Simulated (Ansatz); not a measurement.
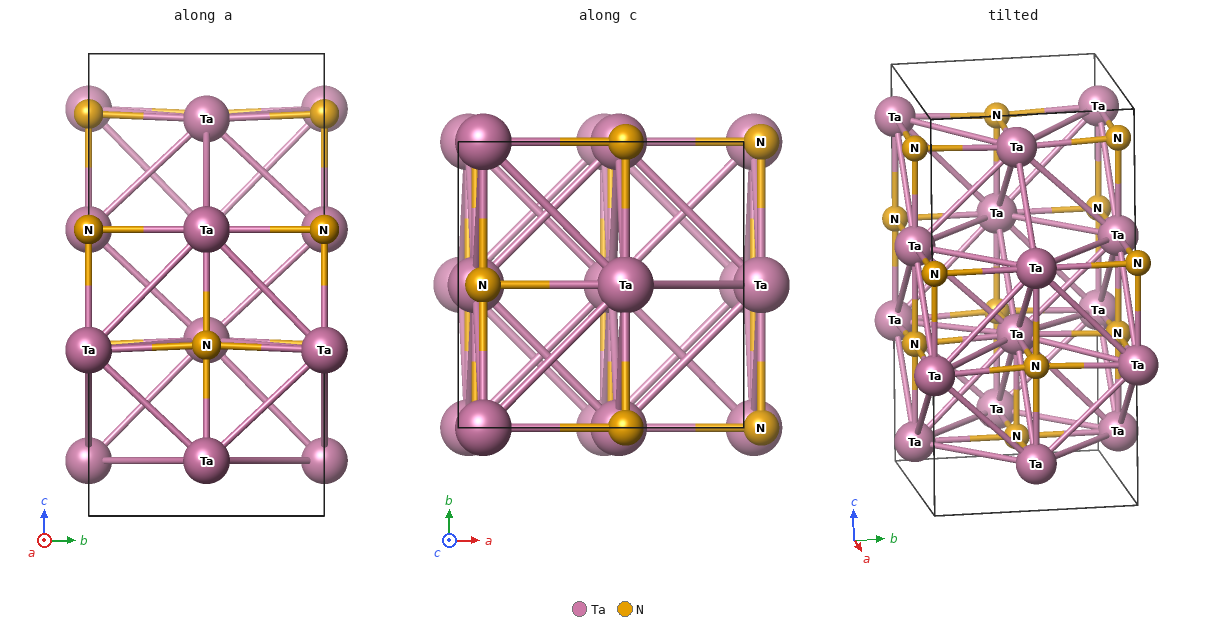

The crystal in a ball-and-stick representation, seen along the a axis, along the c axis and slightly off an axis. Lines trace the edges of the conventional unit cell.

The solid is Ta$_{4}$N$_{3}$. It is primitive monoclinic, space group Pm (No. 6). In the cell are 8 Ta, 6 N, which makes 2 formula units. Coordination numbers (contacts within bonding distance): Ta 15 to 17 (mean 16.0) and N 6. Not all metal-metal contacts are counted.

The initial geometry was a structure listed in the Materials Project. The cell was then strained or its atoms displaced on purpose. It went into a calculation with Ansatz.

At this level of theory the run's own cell isn't at rest (forces up to 1.5 eV/Å), so its distances can differ from those at equilibrium, the more so the softer the solid.
